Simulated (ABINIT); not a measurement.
**HfN: optical-spectrum calculation**

The run: optical-spectrum calculation of HfN (F-43m, 2 atoms in the cell). Method and program: Kohn-Sham DFT of a periodic cell, PBEsol, spin-orbit coupling, PseudoDojo NC FR PBEsol v0.4 standard (ABINIT 10.8.3).

The structure derives from a Materials Project entry. The run did not end well.

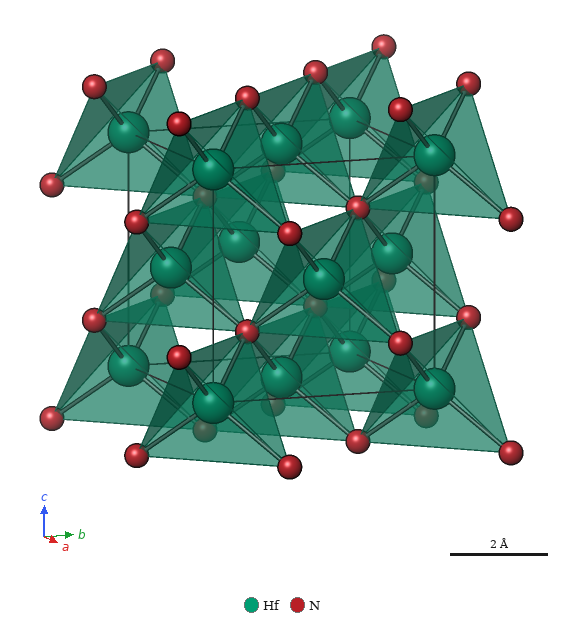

*The structure (polyhedral view of the cell 4 times as large as that of the calculation, set on its symmetry axes, seen slightly off an axis; polyhedra are completed across the faces of the cell). An atom can appear more than once, as a periodic image.*

### Input
```
# Datasets
ndtset 3

# Pseudopotentials
pp_dirpath "./"
pseudos "Hf.upf, N.upf"

# Structure
structure "poscar:POSCAR"
natom 2

# Plane-wave basis
ecut 1142.878222 eV

# k points
ngkpt 6 6 6
nshiftk 4
shiftk
     0.5000000000     0.5000000000     0.5000000000
     0.5000000000     0.0000000000     0.0000000000
     0.0000000000     0.5000000000     0.0000000000
     0.0000000000     0.0000000000     0.5000000000
istwfk *1

# Exchange and correlation
ixc -116133

# Bands and occupations
occopt 3
tsmear 0.05 eV

# Spin
nspinor 2
nspden 1
so_psp 2*1

# SCF cycle
nstep 80
npulayit 2
nnsclo 2

# Output
iomode 3
prteig 0
prtebands 0

# Dataset 1: ground state
nband1 26
tolvrs1 1.0e-12
prtden1 1
prtwf1 0
kptopt1 1

# Dataset 2: empty bands at fixed density
iscf2 -3
getden2 1
nband2 45
nbdbuf2 4
tolwfr2 1.0e-12
nstep2 120
prtden2 0
kptopt2 1

# Dataset 3: wave functions and velocity matrix elements in the full zone
optdriver3 8
wfk_task3 "wfk_optics_fullbz"
getwfk3 2
nband3 41
kptopt3 1
prtevk3 1
inclvkb3 2
```

### File POSCAR
```
HfN
1.0
    0.0000000000      2.4548220000      2.4548220000
    2.4548220000      0.0000000000      2.4548220000
    2.4548220000      2.4548220000      0.0000000000
Hf N
1 1
Direct
    0.0000000000      0.0000000000      0.0000000000  Hf
    0.2500000000      0.2500000000      0.2500000000  N
```

Hardware: 1 thread of Intel Xeon (Sapphire Rapids), 32 GiB of memory available, shared host.

Launch command:
```bash
abinit run.abi > log 2>&1
```

### Output
```
.Version 10.8.3 of ABINIT
 DATASET    1 : space group F-4 3 m (#216); Bravais cF (face-center cubic)
================================================================================
 Values of the parameters that define the memory need for DATASET  1.
     intxc =       0    ionmov =       0      iscf =       7    lmnmax =      26
     lnmax =      26     mgfft =      40  mpssoang =       7    mqgrid =    3001
     natom =       2  nloc_mem =       1    nspden =       1   nspinor =       2
    nsppol =       1      nsym =      24    n1xccc =    2501    ntypat =       2
    occopt =       3   xclevel =       2
       mpw =        2649          nfft =       64000          nkpt =          28
================================================================================
================================================================================

 DATASET    2 : space group F-4 3 m (#216); Bravais cF (face-center cubic)
================================================================================
 Values of the parameters that define the memory need for DATASET  2.
     intxc =       0    ionmov =       0      iscf =      -3    lmnmax =      26
     lnmax =      26     mgfft =      40  mpssoang =       7    mqgrid =    3001
     natom =       2  nloc_mem =       1    nspden =       1   nspinor =       2
    nsppol =       1      nsym =      24    n1xccc =    2501    ntypat =       2
    occopt =       3   xclevel =       2
       mpw =        2649          nfft =       64000          nkpt =          28
================================================================================
================================================================================

 DATASET    3 : space group F-4 3 m (#216); Bravais cF (face-center cubic)
================================================================================
 Values of the parameters that define the memory need for DATASET  3.
     intxc =       0    ionmov =       0      iscf =       7    lmnmax =      26
     lnmax =      26     mgfft =      40  mpssoang =       7    mqgrid =    3001
     natom =       2  nloc_mem =       1    nspden =       1   nspinor =       2
    nsppol =       1      nsym =      24    n1xccc =    2501    ntypat =       2
    occopt =       3   xclevel =       2
       mpw =        2649          nfft =       64000          nkpt =          28
================================================================================
================================================================================

--------------------------------------------------------------------------------
------------- Echo of variables that govern the present computation ------------
--------------------------------------------------------------------------------
 -outvars: echo values of preprocessed input variables --------
            acell      1.0000000000E+00  1.0000000000E+00  1.0000000000E+00 Bohr
              amu      1.78490000E+02  1.40067400E+01
             ecut      4.20000000E+01 Hartree
           getden1          0
           getden2          1
           getden3          0
           getwfk1          0
           getwfk2          0
           getwfk3          2
             iscf1          7
             iscf2         -3
             iscf3          7
              ixc     -116133
           jdtset        1    2    3
         kptrlatt        6   -6    6     -6    6    6     -6   -6    6
          kptrlen      5.56672952E+01
            natom           2
            nband1         26
            nband2         45
            nband3         41
           nbdbuf1          0
           nbdbuf2          4
           nbdbuf3          0
           ndtset           3
            ngfft          40      40      40
             nkpt          28
           nnsclo           2
         npulayit           2
          nspinor           2
            nstep1         80
            nstep2        120
            nstep3         80
             nsym          24
           ntypat           2
           occopt           3
        optdriver1          0
        optdriver2          0
        optdriver3          8
           prtden1          1
           prtden2          0
           prtden3          1
        prtebands           0
           prteig           0
           prtevk1          0
           prtevk2          0
           prtevk3          1
            prtwf1          0
            prtwf2          1
            prtwf3          1
            rprim      0.0000000000E+00  4.6389412679E+00  4.6389412679E+00
                       4.6389412679E+00  0.0000000000E+00  4.6389412679E+00
                       4.6389412679E+00  4.6389412679E+00  0.0000000000E+00
           shiftk      5.00000000E-01  5.00000000E-01  5.00000000E-01
          spgroup         216
           tolvrs1     1.00000000E-12
           tolvrs2     0.00000000E+00
           tolvrs3     0.00000000E+00
           tolwfr1     0.00000000E+00
           tolwfr2     1.00000000E-12
           tolwfr3     0.00000000E+00
           tsmear      1.83746611E-03 Hartree
            typat      1  2
         wfk_task1          0
         wfk_task2          0
         wfk_task3          7
           xangst      0.0000000000E+00  0.0000000000E+00  0.0000000000E+00
                       1.2274110000E+00  1.2274110000E+00  1.2274110000E+00
            xcart      0.0000000000E+00  0.0000000000E+00  0.0000000000E+00
                       2.3194706339E+00  2.3194706339E+00  2.3194706339E+00
             xred      0.0000000000E+00  0.0000000000E+00  0.0000000000E+00
                       2.5000000000E-01  2.5000000000E-01  2.5000000000E-01
            znucl       72.00000    7.00000

================================================================================

 chkinp: Checking input parameters for consistency, jdtset=   1.

 chkinp: Checking input parameters for consistency, jdtset=   2.

 chkinp: Checking input parameters for consistency, jdtset=   3.

================================================================================
== DATASET  1 ==================================================================

--- !DatasetInfo
iteration_state: {dtset: 1, }
dimensions: {natom: 2, nkpt: 28, mband: 26, nsppol: 1, nspinor: 2, nspden: 1, mpw: 2649, }
cutoff_energies: {ecut:  42.0, pawecutdg:  -1.0, }
electrons: {nelect:   1.70000000E+01, charge:   0.00000000E+00, occopt:   3.00000000E+00, tsmear:   1.83746611E-03, }
meta: {optdriver: 0, ionmov: 0, optcell: 0, iscf: 7, paral_kgb: 0, }
...

 Real(R)+Recip(G) space primitive vectors, cartesian coordinates (Bohr,Bohr^-1):
 R(1)=  0.0000000  4.6389413  4.6389413  G(1)= -0.1077832  0.1077832  0.1077832
 R(2)=  4.6389413  0.0000000  4.6389413  G(2)=  0.1077832 -0.1077832  0.1077832
 R(3)=  4.6389413  4.6389413  0.0000000  G(3)=  0.1077832  0.1077832 -0.1077832
 Unit cell volume ucvol=  1.9965795E+02 bohr^3
 Angles (23,13,12)=  6.00000000E+01  6.00000000E+01  6.00000000E+01 degrees

 getcut: wavevector=  0.0000  0.0000  0.0000  ngfft=  40  40  40
         ecut(hartree)=     42.000   => boxcut(ratio)=   2.08995

--- Pseudopotential description ------------------------------------------------
- pspini: atom type   1  psp file is ./Hf.upf
  72.00000  12.00000  180509                  znucl, zion, pspdat
12 -116133 3 -1 1696                          pspcod,pspxc,lmax,lloc,mmax
     nproj     2     4     4     4
     spin-orbit psp
        nprojso     4     4     4

- pspini: atom type   2  psp file is ./N.upf
   7.00000   5.00000  180509                  znucl, zion, pspdat
12 -116133 1 -1 1070                          pspcod,pspxc,lmax,lloc,mmax
     nproj     2     2     0     0
     spin-orbit psp
        nprojso     2     0     0

   4.62508855E+02                                ecore*ucvol(ha*bohr**3)
--------------------------------------------------------------------------------

================================================================================

--- !BeginCycle
iteration_state: {dtset: 1, }
solver: {iscf: 7, nstep: 80, nline: 4, wfoptalg: 0, }
tolerances: {tolvrs: 1.00E-12, }
...

     iter   Etot(hartree)      deltaE(h)  residm     vres2
 ETOT  1  -66.721307602004    -6.672E+01 1.673E-01 1.220E+03
 ETOT  2  -66.569626313621     1.517E-01 1.755E-01 2.089E+03
 ETOT  3  -66.953502147553    -3.839E-01 1.396E-02 4.492E+00
 ETOT  4  -66.953875781832    -3.736E-04 6.826E-03 6.668E-01
 ETOT  5  -66.953991812675    -1.160E-04 1.222E-03 2.028E-03
 ETOT  6  -66.953992012528    -1.999E-07 4.786E-04 1.102E-05
 ETOT  7  -66.953992013017    -4.886E-10 5.297E-04 1.326E-06
 ETOT  8  -66.953992012843     1.737E-10 6.257E-04 1.821E-06
 ETOT  9  -66.953992013174    -3.314E-10 6.264E-04 2.399E-08
 ETOT 10  -66.953992013178    -3.382E-12 5.351E-04 1.603E-10
 ETOT 11  -66.953992013179    -1.222E-12 4.005E-04 9.620E-12
 ETOT 12  -66.953992013179     2.842E-13 2.720E-04 1.782E-13

 At SCF step   12       vres2   =  1.78E-13 < tolvrs=  1.00E-12 =>converged.

 Cartesian components of stress tensor (hartree/bohr^3)
  sigma(1 1)=  1.92688541E-04  sigma(3 2)=  0.00000000E+00
  sigma(2 2)=  1.92688541E-04  sigma(3 1)=  0.00000000E+00
  sigma(3 3)=  1.92688541E-04  sigma(2 1)=  0.00000000E+00

--- !ResultsGS
iteration_state: {dtset: 1, }
comment   : Summary of ground state results
lattice_vectors:
- [  0.0000000,   4.6389413,   4.6389413, ]
- [  4.6389413,   0.0000000,   4.6389413, ]
- [  4.6389413,   4.6389413,   0.0000000, ]
lattice_lengths: [   6.56045,    6.56045,    6.56045, ]
lattice_angles: [ 60.000,  60.000,  60.000, ] # degrees, (23, 13, 12)
lattice_volume:   1.9965795E+02
convergence: {deltae:  2.842E-13, res2:  1.782E-13, residm:  2.720E-04, diffor: null, }
etotal    :  -6.69539920E+01
entropy   :   0.00000000E+00
fermie    :   3.66419520E-01
cartesian_stress_tensor: # hartree/bohr^3
- [  1.92688541E-04,   0.00000000E+00,   0.00000000E+00, ]
- [  0.00000000E+00,   1.92688541E-04,   0.00000000E+00, ]
- [  0.00000000E+00,   0.00000000E+00,   1.92688541E-04, ]
pressure_GPa:  -5.6691E+00
xred      :
- [  0.0000E+00,   0.0000E+00,   0.0000E+00, Hf]
- [  2.5000E-01,   2.5000E-01,   2.5000E-01,  N]
cartesian_forces: # hartree/bohr
- [ -0.00000000E+00,  -0.00000000E+00,  -0.00000000E+00, ]
- [ -0.00000000E+00,  -0.00000000E+00,  -0.00000000E+00, ]
force_length_stats: {min:   0.00000000E+00, max:   0.00000000E+00, mean:   0.00000000E+00, }
...

 Integrated electronic density in atomic spheres:
 ------------------------------------------------
 Atom  Sphere_radius  Integrated_density
    1        2.00000          8.42769273
    2        2.00000          5.22847902
================================================================================

 ----iterations are completed or convergence reached----

 Mean square residual over all n,k,spin=   87.496E-08; max=  27.202E-05
 reduced coordinates (array xred) for    2 atoms
       0.000000000000      0.000000000000      0.000000000000
       0.250000000000      0.250000000000      0.250000000000
 rms dE/dt=  0.0000E+00; max dE/dt=  0.0000E+00; dE/dt below (all hartree)
    1       0.000000000000      0.000000000000      0.000000000000
    2       0.000000000000      0.000000000000      0.000000000000

 cartesian coordinates (angstrom) at end:
    1      0.00000000000000     0.00000000000000     0.00000000000000
    2      1.22741100000000     1.22741100000000     1.22741100000000

 cartesian forces (hartree/bohr) at end:
    1     -0.00000000000000    -0.00000000000000    -0.00000000000000
    2     -0.00000000000000    -0.00000000000000    -0.00000000000000
 frms,max,avg= 0.0000000E+00 0.0000000E+00   0.000E+00  0.000E+00  0.000E+00 h/b

 cartesian forces (eV/Angstrom) at end:
    1     -0.00000000000000    -0.00000000000000    -0.00000000000000
    2     -0.00000000000000    -0.00000000000000    -0.00000000000000
 frms,max,avg= 0.0000000E+00 0.0000000E+00   0.000E+00  0.000E+00  0.000E+00 e/A
 length scales=  1.000000000000  1.000000000000  1.000000000000 bohr
              =  0.529177210544  0.529177210544  0.529177210544 angstroms
 Fermi (or HOMO) energy (hartree) =   0.36642   Average Vxc (hartree)=  -0.43270
 Eigenvalues (hartree) for nkpt=  28  k points:
 kpt#   1, nband= 26, wtk=  0.02778, kpt= -0.0833 -0.1667  0.0000 (reduced coord)
  -1.92237   -1.92237   -0.97883   -0.97877   -0.69557   -0.69535   -0.69279   -0.69278
  -0.21395   -0.21333    0.14638    0.14744    0.17119    0.17313    0.17453    0.17518
   0.38403    0.38478    0.41916    0.42034    0.45162    0.45385    0.59345    0.59930
   0.61239    0.61773
      occupation numbers for kpt#   1
   1.00000    1.00000    1.00000    1.00000    1.00000    1.00000    1.00000    1.00000
   1.00000    1.00000    1.00000    1.00000    1.00000    1.00000    1.00000    1.00000
   0.00007    0.00005    0.00000    0.00000    0.00000    0.00000    0.00000    0.00000
   0.00000    0.00000
 prteigrs : prtvol=0 or 1, do not print more k-points.

--- !EnergyTerms
iteration_state     : {dtset: 1, }
comment             : Components of total free energy in Hartree
kinetic             :  2.15545567010753E+01
hartree             :  1.00538601956697E+01
xc                  : -1.72336660243293E+01
Ewald energy        : -4.69435781050377E+01
psp_core            :  2.31650602354321E+00
local_psp           : -3.82650013986697E+01
non_local_psp       :  1.56359827260366E+00
internal            : -6.69537243351448E+01
'-kT*entropy'       : -2.67678033737554E-04
total_energy        : -6.69539920131786E+01
total_energy_eV     : -1.82191093738093E+03
band_energy         : -7.56635940523825E+00
...

 Cartesian components of stress tensor (hartree/bohr^3)
  sigma(1 1)=  1.92688541E-04  sigma(3 2)=  0.00000000E+00
  sigma(2 2)=  1.92688541E-04  sigma(3 1)=  0.00000000E+00
  sigma(3 3)=  1.92688541E-04  sigma(2 1)=  0.00000000E+00

-Cartesian components of stress tensor (GPa)         [Pressure= -5.6691E+00 GPa]
- sigma(1 1)=  5.66909260E+00  sigma(3 2)=  0.00000000E+00
- sigma(2 2)=  5.66909260E+00  sigma(3 1)=  0.00000000E+00
- sigma(3 3)=  5.66909260E+00  sigma(2 1)=  0.00000000E+00

================================================================================
== DATASET  2 ==================================================================

--- !DatasetInfo
iteration_state: {dtset: 2, }
dimensions: {natom: 2, nkpt: 28, mband: 45, nsppol: 1, nspinor: 2, nspden: 1, mpw: 2649, }
cutoff_energies: {ecut:  42.0, pawecutdg:  -1.0, }
electrons: {nelect:   1.70000000E+01, charge:   0.00000000E+00, occopt:   3.00000000E+00, tsmear:   1.83746611E-03, }
meta: {optdriver: 0, ionmov: 0, optcell: 0, iscf: -3, paral_kgb: 0, }
...

 mkfilename : getden/=0, take file _DEN from output of DATASET   1.

 Real(R)+Recip(G) space primitive vectors, cartesian coordinates (Bohr,Bohr^-1):
 R(1)=  0.0000000  4.6389413  4.6389413  G(1)= -0.1077832  0.1077832  0.1077832
 R(2)=  4.6389413  0.0000000  4.6389413  G(2)=  0.1077832 -0.1077832  0.1077832
 R(3)=  4.6389413  4.6389413  0.0000000  G(3)=  0.1077832  0.1077832 -0.1077832
 Unit cell volume ucvol=  1.9965795E+02 bohr^3
 Angles (23,13,12)=  6.00000000E+01  6.00000000E+01  6.00000000E+01 degrees

 getcut: wavevector=  0.0000  0.0000  0.0000  ngfft=  40  40  40
         ecut(hartree)=     42.000   => boxcut(ratio)=   2.08995
--------------------------------------------------------------------------------

--- !BUG
message: |
    When nspinor2 is 2, nbd2 must be even, while it is nbd2=45
...

  Action: contact ABINIT group (please attach the output of `abinit -b`)
```

### Outcome

| quantity | value |
| --- | --- |
| outcome | ended with an error |
| space group (tolerance 0.01 Å) | F-43m (216) |
| electrons treated | 17 |
| free energy | −1821.9109 eV |
| Fermi energy | 9.971 eV |
| pressure | −5.67 GPa |
| largest force (length of the vector) | under 0.001 eV/Å |
| wall time | 5.8 min |
| peak memory | 0.12 GiB |

### Diagnosis

Settings chosen away from the usual ones: nnsclo set to 2; k set to [8, 8, 8] (from [10, 10, 10]); npulayit set to 2. The run ended with an error. Notes on the run: When nspinor2 is 2, nbd2 must be even, while it is nbd2=45.
